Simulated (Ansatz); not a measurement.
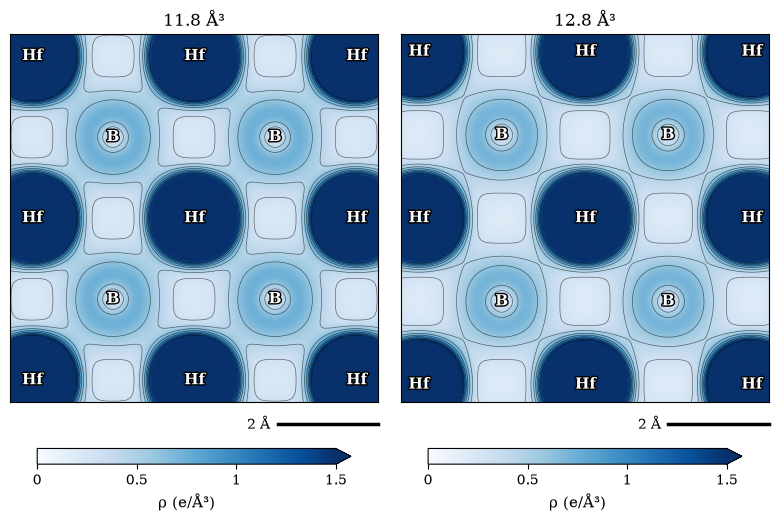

HfB. The valence charge density (pseudo) of cells scaled evenly to different volumes (given per atom above each panel), on the (011) plane of each (indices in the axes of the cell below), at one length scale and on one colour scale.

Computed with Kohn-Sham DFT of a periodic cell, r2SCAN, Ansatz PAW (Ansatz).

The largest cell:

```xyz
2
Lattice="0.0000 2.3404 2.3404 2.3404 0.0000 2.3404 2.3404 2.3404 0.0000" Properties=species:S:1:pos:R:3 pbc="T T T"
Hf    2.3404    2.3404    2.3404
B     0.0000    0.0000    0.0000
```

| volume (Å³/atom) | Hf–B contact in the plane (Å) | ρ at its midpoint (e/Å³) | pressure (GPa) | 
| --- | --- | --- | --- |
| 11.83 | 2.279 | 0.542 | 40.8 | 
| 12.08 | 2.294 | ? | ? | 
| 12.82 | 2.340 | 0.480 | 18.8 | 

**What values belong in the row with question marks?**

Over the known rows ln ρ falls by 1.99 per Å of Hf–B distance (the line through the two), which gives 0.526 e/Å³ at 2.294 Å; the calculation gives 0.525 e/Å³. For the pressure, a straight line in volume between the neighbouring rows gives 35.2 GPa; the calculation gives 34.6, lower because pressure rises ever faster on compression.
